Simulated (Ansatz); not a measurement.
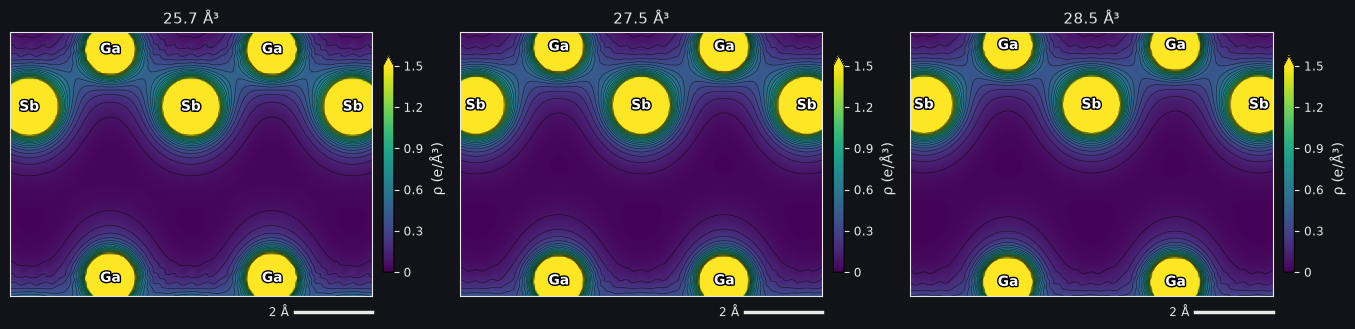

GaSb. The valence charge density (pseudo) of cells scaled evenly to different volumes (given per atom above each panel), on the (11̄0) plane of each (indices in the axes of the cell below), at one length scale and on one colour scale.

All numbers below come from Ansatz, DFT, PBEsol, PAW with Ansatz's default frozen-core files, scalar-relativistic; relaxation of cell and atoms.

The density is the valence pseudo-density of a PAW calculation; it isn't the true density close to the nuclei.

The largest cell:

```
CELL_PARAMETERS angstrom
0.00000 3.05581 3.05581
3.05581 0.00000 3.05581
3.05581 3.05581 0.00000
ATOMIC_POSITIONS crystal
Ga 0.00000 0.00000 0.00000
Sb 0.75000 0.75000 0.75000
```

| volume (Å³/atom) | Ga–Sb contact in the plane (Å) | ρ at its midpoint (e/Å³) | pressure (GPa) | 
| --- | --- | --- | --- |
| 25.69 | 2.555 | 0.477 | 7.0 | 
| 26.71 | 2.589 | ? | ? | 
| 27.53 | 2.615 | 0.437 | 2.0 | 
| 28.54 | 2.646 | 0.418 | 0.0 | 

> Estimate the missing row, and compare with the calculation.

Over the known rows ln ρ falls by 1.45 per Å of Ga–Sb distance (a least-squares line), which gives 0.454 e/Å³ at 2.589 Å; the calculation gives 0.454 e/Å³. For the pressure, a straight line in volume between the neighbouring rows gives 4.2 GPa; the calculation gives 4.0.
